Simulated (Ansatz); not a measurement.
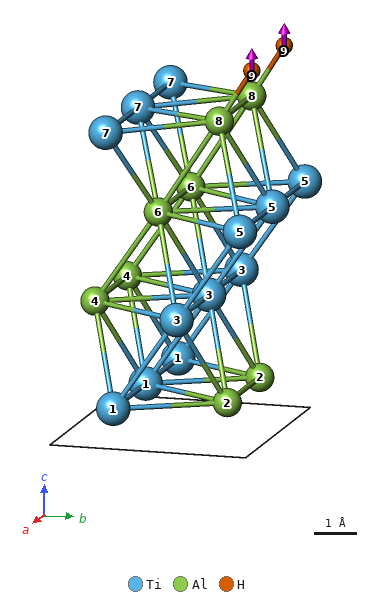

This is a constrained relaxation of a slab of composition Ti4Al4H (cut from the P4/mmm phase). The starting structure is drawn; purple arrows show the displacements, 5 times their true length.

The picture is a ball-and-stick view of the 2 × 1 repeat of the cell, outlined in the plane, without the vacuum, seen slightly off an axis.

Case: H over the place (0/6, 1/6) of the surface cell, its height relaxed. The slab is the (1 0 1) face of TiAl with H on it. 8 atoms are held fixed.

Method: DFT PBEsol, scalar-relativistic, plane waves, PAW (Ansatz). (plane-wave cutoff 420 eV; k-point mesh 10 × 6 × 1; occupations gaussian; smearing width 0.1 eV; no spin polarisation; dipole correction; atoms relaxed in a fixed cell; force threshold 0.02 eV/Å; at most 25 steps)

Which element moves most?

Hydrogen: up to 0.11 Å, against 0.00 Å for titanium.

What did the optimiser do to the structure, and how much energy did it gain?

After 2 accepted moves (3 points after the start) the energy has fallen by 57.2 meV per cell of the calculation. The largest force component goes from 1.1 to 0.0091 eV/Å. 1 step only repeated the SCF at the same geometry. The largest move is that of H9, 0.11 Å along the normal (+c). Ti and Al stay in place. The cell doesn't change. Some distances before and after: Al8–H9 1.536 → 1.633 Å.

Limits of the set-up: the periodic images lie only 2.8 Å apart, so the values are limited by the cell's size.
